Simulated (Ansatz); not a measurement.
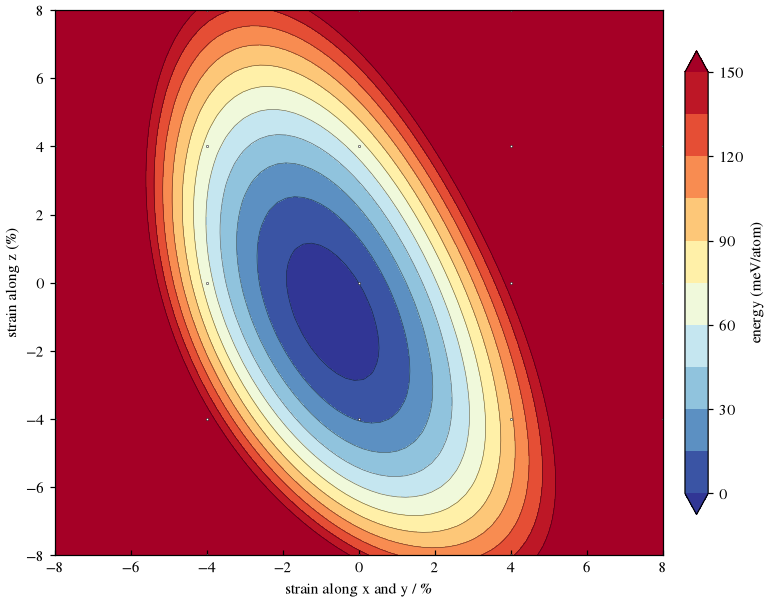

Ir (P6_3/mmc, No. 194; 2 atoms in the cell). The cell is strained homogeneously, by one strain along x and y and another along z, with fractional coordinates fixed (x along [1 0 0], z along [0 0 1] of the conventional cell). The first coordinate is: strain along x and y; the second: strain along z. The grid has 5 × 5 points. All energies are given in meV/atom relative to the lowest grid point. The reference cell is the one listed in the database, not relaxed at this level. These are results of Ansatz 0.2.0, DFT r2SCAN, scalar-relativistic, plane waves, PAW, not measurements. Settings: cutoff 500 eV, k-mesh 18×18×12 in the order of the run's cell vectors, gaussian smearing 0.15 eV, no spin polarisation.

Drawn: filled contours, dots at the grid points, one colour for all values above the top of the scale. Between grid points the surface is interpolated.

**Estimate the clamped-ion elastic constants that this map fixes.**

With the cell volume of 29.3 Å³, the curvatures of the interpolated surface at its minimum give C₁₁ + C₂₂ + 2C₁₂ ≈ 1700 GPa, C₃₃ ≈ 630 GPa and C₁₃ + C₂₃ ≈ 490 GPa (clamped ions, Cartesian axes of the cell). A stretch of 1 % along z with free sides (kept equal in x and y) would change the in-plane lengths by about −0.29 %.
